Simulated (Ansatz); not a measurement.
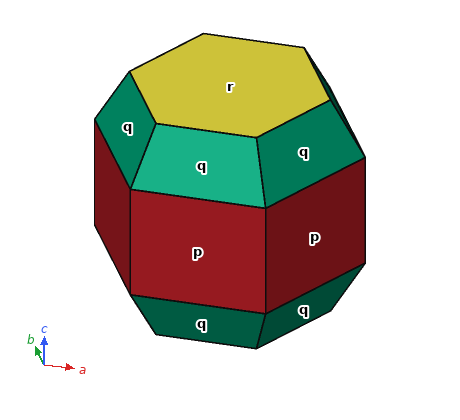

The shape was computed with the Donnay–Harker form of the Bravais–Friedel law: planes with larger spacing d grow more slowly and so show as larger faces; centring, glide planes and screw axes halve or divide d. Faces of one form share a colour. Cell of AlN: space group P6_3/mmc (No. 194), a = 2.833 Å, b = 2.833 Å, c = 4.841 Å, α = 90.00°, β = 90.00°, γ = 120.00°. The structure is the input geometry of an electronic-structure calculation and need not be at equilibrium. It was generated, so it need not be a known form of this composition. Forms under 0.4 % of the area are left out.

> Index the forms that can be seen.

red (p): {100} (d = 2.45 Å, 40 % of the area); teal (q): {101} (d = 2.19 Å, 39 % of the area); yellow (r): {002} (d = 2.42 Å, 22 % of the area).
